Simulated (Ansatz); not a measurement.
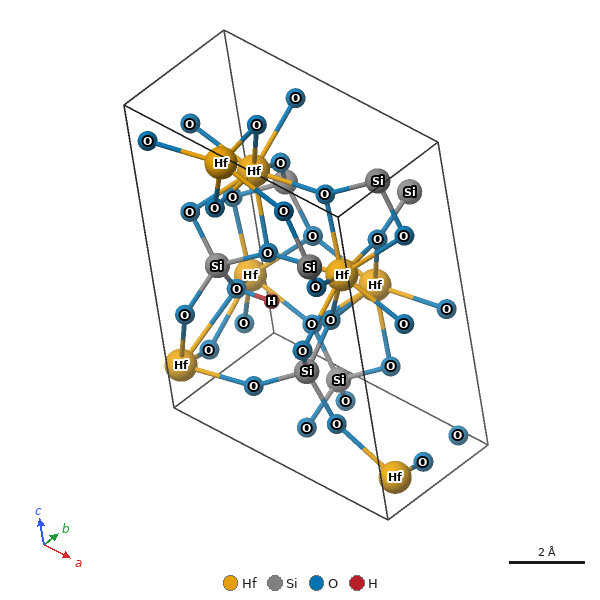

Ball-and-stick representation of a periodic structure, projected slightly off an axis. The supercell is outlined; an atom on or near a face, edge or corner is repeated at each equivalent position. The host is HfSiO4, in a cell of 36 sites, and the cell carries a charge of +1.

**Spot the defect.**

An interstitial hydrogen atom. It is bonded to one O at about 1.0 Å. Not all metal-metal contacts are counted.

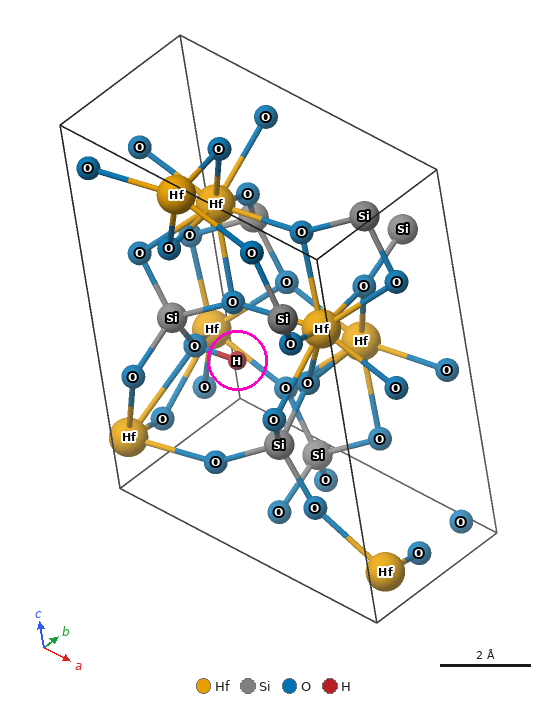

The same cell with a ring at the defect's site.

The atoms were relaxed in the host's cell with DFT PBE, scalar-relativistic, plane waves, PAW (Ansatz).
